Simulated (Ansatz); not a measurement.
```
Ti O
1.0
     4.98909    0.00000    0.00000
    -2.49454    4.32068    0.00000
     0.00000    0.00000    2.87331
Ti O
3 3
Direct
  0.00000 0.00000 0.00000
  0.33333 0.66667 0.50000
  0.66667 0.33333 0.50000
  0.00000 0.39444 0.00000
  0.39444 0.00000 0.00000
  0.60556 0.60556 0.00000
```

Space group P-62m; a structure from a database of computed crystals, not necessarily the ambient phase; computed pressure about −6 GPa in this cell.

Computed with Kohn-Sham DFT of a periodic cell, PBEsol, Ansatz PAW (Ansatz 0.2.0).

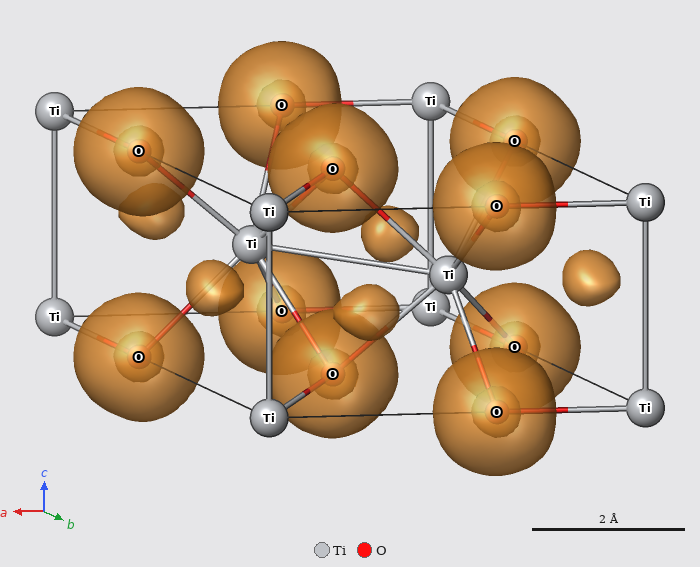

TiO. Isosurface of the ELF at 0.65 (orange), seen at an oblique angle. Core shells and regions of very low density are left out. Sticks mark near contacts.

In a PAW calculation such maps are meaningful between the atoms, not at the nuclei.

Question: Where are the electrons localised?

Answer: At this value the surface marks out three regions wrapped around O (the valence shell of each) and three pockets between the atoms, centred on no nucleus (multi-centre or interstitial), counted in one cell of 6 atoms. Regions shared between cells count once.

Values along the shortest contacts:
Ti–O (1.97 Å): the ELF peaks at about 0.85 in the valence shell of O, 0.6 Å from its nucleus, and is about 0.20 at the midpoint; no shared electron pair shows on this line. Ti–Ti (2.87 Å): the ELF is about 0.35 at the midpoint.

Question: Metal or insulator at this level of theory?

Answer: It is metallic or semimetallic at this level of theory: no gap opens; semilocal functionals without U, or without the true magnetic order, often close the gap of such compounds.
